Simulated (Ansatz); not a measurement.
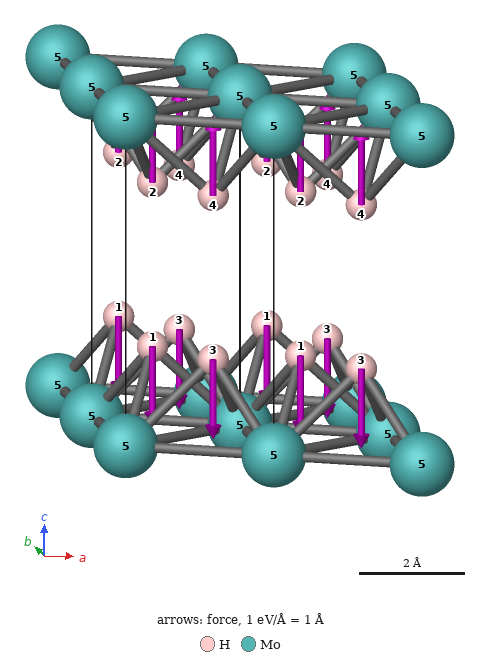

Starting geometry of solid MoH4 (a generated structure, set up in P6/mmm) (coarse preliminary run) with the computed forces as purple arrows. A ball-and-stick model of the cell of the calculation, repeated 2 × 2 × 1 with one cell outlined, seen slightly off an axis.

The calculation used DFT PBE, scalar-relativistic, plane waves, PAW (Ansatz 0.2.0).

The input:
```yaml
crystal:
  lattice:
    - [2.96962025, 0.0, 0.0]
    - [-1.48481013, 2.57176658, 0.0]
    - [0.0, 0.0, 6.41437975]
  atoms:
    - { symbol: H, position: [0.33333333, 0.66666667, 0.25] }
    - { symbol: H, position: [0.33333333, 0.66666667, 0.75] }
    - { symbol: H, position: [0.66666667, 0.33333333, 0.25] }
    - { symbol: H, position: [0.66666667, 0.33333333, 0.75] }
    - { symbol: Mo, position: [0.0, 0.0, 0.0] }
basis:
  ecutwfc: 420
kpoints:
  mp_grid: { grid: [6, 6, 4] }
hamiltonian:
  xc: pbe
scf:
  occupations: { method: gaussian, width: 0.1 }
  lower_state_search: "off"
output:
  forces: true
  stress: true
  eigenvalues: true
relax:
  adjacent_minimum: "off"
  f_tol: 0.04
  max_steps: 70
  cell: { stress_tol: 0.4 }
```

Launched with:
```bash
ansatz run input.yaml --threads 1 --pin off --max-ram 2048MiB --backend cpu --events-out ev --progress --plain --runs-dir out
```

**What follows when this structure is relaxed?**

It isn't relaxed: the largest force vector, on H atoms, is 1.56 eV/Å. The atoms end up moving mostly along the starting forces (cosine between the two patterns 1.00). The largest moves relative to the cell, 0.28 Å, are those of H1, H2, H3 and H4. H4 goes along +c. Mo stays in place. Cell: a = b 2.970 → 2.851 Å (−4.0 %), c 6.414 → 5.697 Å (−11.2 %). Volume −18.1 %. Some distances before and after: H1–Mo5 2.348 → 2.003 Å, Mo5–Mo5 2.970 → 2.851 Å. The space group stays P6/mmm (No. 191). The energy falls by 413 meV per atom in 5 accepted moves (6 points after the start). Largest force component: 1.6 eV/Å at the start, 0.00046 eV/Å at the end. The pressure goes from −23.89 to −0.19 GPa. At 1 point the geometry stayed and the basis and grid were re-selected for the new cell (energy shift of 1.4 meV per atom at most each time).
